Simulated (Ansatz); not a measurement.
Single-point calculation, with input and output: Lu

Lu (Fm-3m, 1 atom in the cell), computed with DFT PBE, scalar-relativistic, plane waves, PAW, no spin polarisation (Ansatz 0.2.0).

The structure was made by a generator, so it may or may not be a known phase. Figures and captions count atoms from 1; the log counts them from 0 in places.

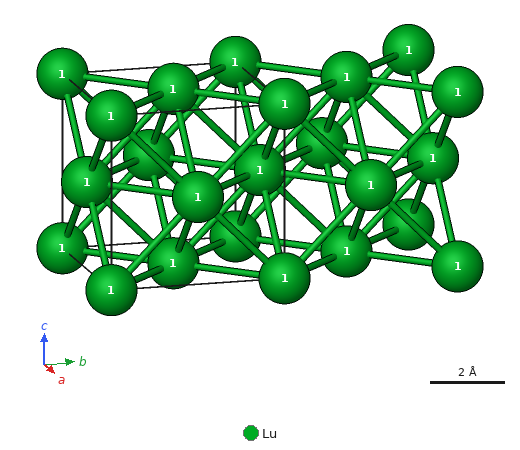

Fig. 1: The structure (ball-and-stick view of the cell 4 times as large as that of the calculation, set on its symmetry axes, repeated 1 × 2 × 1, seen slightly off an axis; atoms are numbered from 1 in the order of the input). An atom can appear more than once, as a periodic image. Near neighbours in the periodic cell (some may lie outside the picture): Lu has 12 Lu at 3.44 Å.

### The input
```yaml
crystal:
  lattice:
    - [0.0, 2.4359809, 2.4359809]
    - [2.4359809, 0.0, 2.4359809]
    - [2.4359809, 2.4359809, 0.0]
  atoms:
    - { symbol: Lu, position: [0.0, 0.0, 0.0] }
basis:
  ecutwfc: 420
kpoints:
  mp_grid: { grid: [6, 6, 6] }
hamiltonian:
  xc: pbe
scf:
  occupations: { method: gaussian, width: 0.1 }
  lower_state_search: "off"
output:
  forces: true
  stress: true
  eigenvalues: true
```

Run as:
```bash
ansatz run input.yaml --threads 1 --pin off --max-ram 3072MiB --backend cpu --events-out ev --progress --plain --runs-dir out
```

### What the program printed
```
Engine: ansatz 0.2.0, x86_64-unknown-linux-gnu
Pseudopotentials: kind: paw
Pseudopotential: Lu, paw, valence charge 25, recommended cutoff 420 eV (normal), Lu.paw.azcp
Functional definition: PBE
  parameter kappa = 0.804
  parameter beta = 0.06672455060314922
  exchange = pbe_x(kappa = kappa, mu = beta*pi^2/3)
  correlation = pbe_c(beta = beta)
Crystal: 1 atoms, lattice volume = 28.910 Å³
Basis set: ecut = 420 eV, 537 PW (Γ), exchange–correlation on 48×48×48 points (8 copies of the dense FFT grid, shifted against one another)
Bands: 17, of which v1, the nominal top of the filled ones, is band 13 counted from 1 (12 counted from 0)
Symmetry: 48 space group operations
Space group: Fm-3m (ITA 225), of the structure as read, at distance tolerance 3.1e-5 Å
k-points: 16 of 216
Non-local potential: Lu, projectors of the file, l = 0: 3, l = 1: 2, l = 2: 2, l = 3: 3
PAW form: soft (Blöchl's): semilocal exchange-correlation on the pseudo side does not see the compensation charge
PAW one-centre angular grid: Lu, 590 points (default); XC on 64 Gauss nodes
Initial density: superposition of atomic densities (neutral atoms: chi_scale 0, normalization atom), corrected by the library's trained network
Initial wavefunctions: pseudopotential atomic-orbital guess
Functional: x = pbe(κ = 0.804, μ = 0.2195149727645171), c = pbe(β = 0.06672455060314922)
SCF iter   1: F=—  HF=-14732.405188 eV  |F-HF|=—  |Δ(HF+E_count)|=         —  Δρ=1.21e-3  dr2=3.82e-4  ethr=1.77e-3  ⟨swp⟩=5.1  Hψ=1482  notcnv=0
preconditioner: auto → none  [insulator: Δε(μ)=0.130 eV  Ē_g=13.912 eV  σ=0.100 eV  W_gap=0.63  n_scr=14 (ndim 8)  ℏωp=33.1 eV  f_vac=0.000  D(μ)=1.65/eV (n_scr^D=14)  ε∞_Penn≈6.7]
SCF iter   2: F=—  HF=-14732.402644 eV  |F-HF|=—  |Δ(HF+E_count)|=   2.54e-3  Δρ=9.29e-4  dr2=1.64e-4  ethr=1.53e-6  ⟨swp⟩=3.8  Hψ=821  notcnv=0  defer=1
SCF iter   3: F=—  HF=-14732.402251 eV  |F-HF|=—  |Δ(HF+E_count)|=   3.94e-4  Δρ=3.57e-4  dr2=3.37e-5  ethr=6.55e-7  ⟨swp⟩=3.1  Hψ=555  notcnv=0  defer=2
SCF iter   4: F=—  HF=-14732.402205 eV  |F-HF|=—  |Δ(HF+E_count)|=   4.59e-5  Δρ=1.49e-4  dr2=5.29e-6  ethr=1.35e-7  ⟨swp⟩=2.4  Hψ=472  notcnv=0  defer=2
SCF iter   5: F=—  HF=-14732.402190 eV  |F-HF|=—  |Δ(HF+E_count)|=   1.46e-5  Δρ=1.79e-5  dr2=3.45e-8  ethr=2.11e-8  ⟨swp⟩=2.1  Hψ=463  notcnv=0  defer=2
SCF iter   6: F=-14732.402190 eV  HF=-14732.402190 eV  |F-HF|=5.83e-8  |Δ(HF+E_count)|=   2.70e-7  Δρ=6.12e-6  dr2=3.82e-9  ethr=1.38e-10  ⟨swp⟩=9.2  Hψ=1682  notcnv=0
SCF 1 converged in 6 iterations: F = -14732.402190 eV  dr2 = 3.82e-9
  greatest PAW one-centre occupation: 0.998 electrons in one spin orbital (limit 2), on the Lu atom at site 0 (counted from 0), in its partial waves of l = 0
```

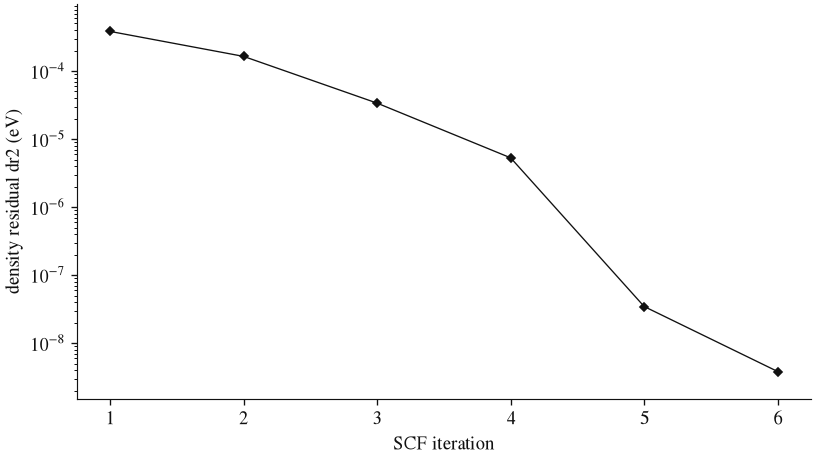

Fig. 2: Convergence of the self-consistent field: density residual dr2 against the SCF iteration. The residual falls at every step.

```
SCF converged after 6 iterations
Free energy (F): -14732.402190 eV
Harris-Foulkes:  -14732.402190 eV  (|F-HF|=5.83e-8)
Internal energy: -14732.393783 eV  (E = F + TS)
E sigma→0 (E₀):  -14732.397986 eV
Entropy (-TS):   -0.008407 eV (-8.407 meV/atom)
Fermi energy:    13.886399 eV
--- Per-component energies (eV) ---
  E_band       = -0.557818
  E_kinetic    = 418.017025
  E_local      = -6710.790011  (includes V_loc(G=0)·N_el)
  E_nonlocal   = 576.620235
  E_hartree    = 2810.607922
  E_xc         = -217.784986
  E_vxc        = -257.750220  (∫ρ·V_xc dr)
  E_paw        = -7374.348662  (= ΣΔE_a)
  E_vpaw       = 352.134212  (= ΣTr[D̂ρ^β])
  E_aug_tail   = 0.000037  (compensation charges beyond the density's cutoff)
  E_ewald      = -4234.715343
  E_smearing   = -0.008407  (= −TS)
  E_closure    = -0.000000  (closes the sum)
  Σ components = -14732.402190   (vs F -14732.402190, Δ=0.00e0)
--- Forces (eV/Å), atoms counted from 1 ---
  atom   1  Lu     0.00000000    -0.00000000     0.00000000
  max |Σ_I F_I| component: 4.93e-32 eV/Å
--- Stress (GPa, compression-positive) ---
        0.366889      -0.000000       0.000000
       -0.000000       0.366889       0.000000
        0.000000       0.000000       0.366889
  P = ⅓ Tr σ = 0.3669 GPa (3.669 kbar)
--- Band table (eV; the first three rows and the last of 16) ---
  k-point 0: bands = ["-42.2983", "-12.7409", "-12.7409", "-12.7409", "7.7835", "8.8709", "8.9234", "8.9234", "8.9234", "9.0025", "9.0025", "9.0025", "16.1316", "16.1316", "16.1316", "18.5303", "18.5304"]
  k-point 1: bands = ["-42.2907", "-12.8725", "-12.7582", "-12.7582", "8.5290", "8.8848", "8.9198", "8.9351", "8.9351", "8.9813", "8.9813", "9.0033", "15.3723", "16.4141", "16.4141", "18.2768", "18.2768"]
  k-point 2: bands = ["-42.2755", "-13.1256", "-12.7924", "-12.7924", "8.8911", "8.9340", "8.9340", "8.9392", "8.9704", "8.9704", "9.0048", "10.2705", "14.3890", "16.2074", "16.2074", "19.1745", "19.1745"]
  k-point 15: bands = ["-42.2578", "-13.1451", "-12.9989", "-12.9288", "8.9256", "8.9258", "8.9318", "8.9552", "8.9642", "8.9658", "8.9760", "12.6685", "13.5706", "14.8733", "17.4404", "20.8319", "21.6582"]
```

### Results in brief

| quantity | value |
| --- | --- |
| outcome | converged |
| space group (tolerance 0.01 Å) | Fm-3m (225) |
| electrons treated | 25 |
| free energy | −14732.4022 eV |
| Fermi energy | 13.886 eV |
| gap on the k-point mesh | none (metallic) |
| pressure | 0.37 GPa |
| largest force (length of the vector) | under 0.001 eV/Å |
| hardware | 1 thread of Intel Xeon @ 2.50GHz (Skylake/Cascade Lake), 96 GiB of memory available, shared host |
| wall time | 0.87 s |
| peak memory | 0.33 GiB |
